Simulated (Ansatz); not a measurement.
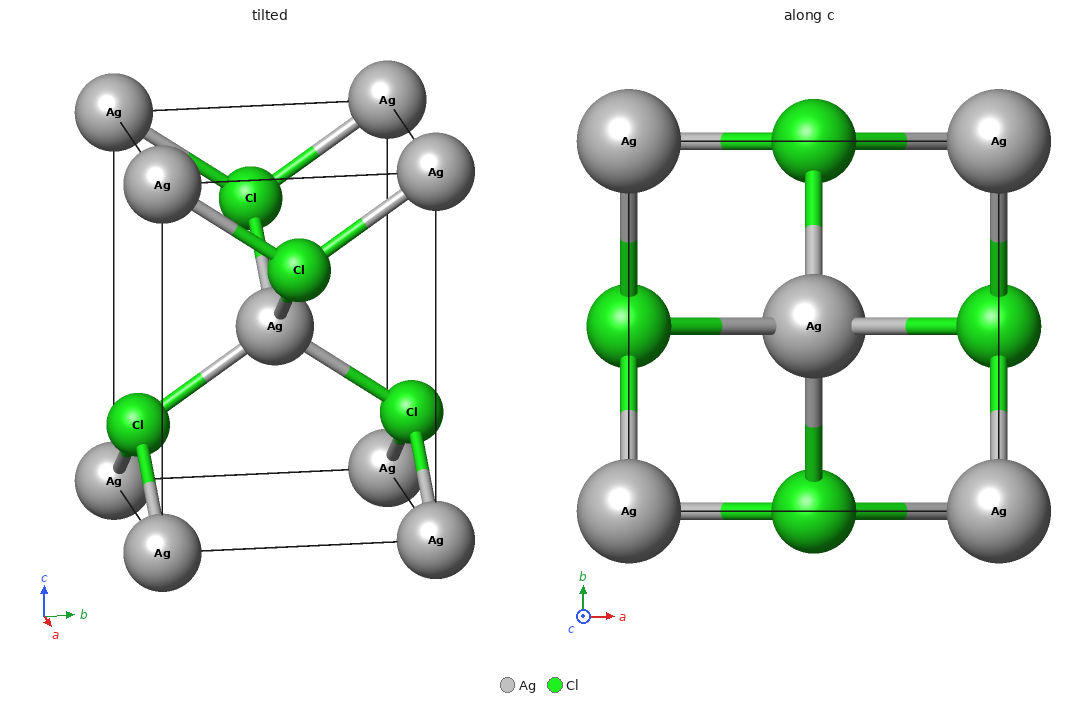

Ball-and-stick drawing of the structure, looking slightly off an axis and along the c axis. The lines enclose the conventional unit cell; boundary atoms appear with their images.

AgCl, space group I-4m2 (No. 119), a = 4.233 Å, b = 4.233 Å, c = 5.819 Å, α = 90.00°, β = 90.00°, γ = 90.00°. Starting structure: a structure type filled with these elements by a generator (whether the compound takes this form wasn't checked). The cell was then strained or its atoms displaced on purpose. Ansatz was used for an electronic-structure calculation on it.

This one geometry was computed with Ansatz (DFT, plane waves, PAW) at three levels of theory: PBE, r2SCAN and HSE06. It was relaxed with r2SCAN and then strained.

> How does the band gap change with the level of theory?

PBE: a gap of 1.19 eV, direct; r2SCAN: a gap of 1.59 eV, direct; HSE06: a gap of 2.65 eV, direct.

> Collect the results in a table.

| level | cutoff (eV) | k-mesh of the run's cell | gap (eV) | pressure (GPa) |
| --- | --- | --- | --- | --- |
| PBE | 420 | 8×8×8 | 1.19 | 2.3 |
| r2SCAN | 500 | 8×8×8 | 1.59 | 1.1 |
| HSE06 | 420 | 6×6×6 | 2.65 | 2.2 |

Gaps are taken on the k-mesh or band path of each run.
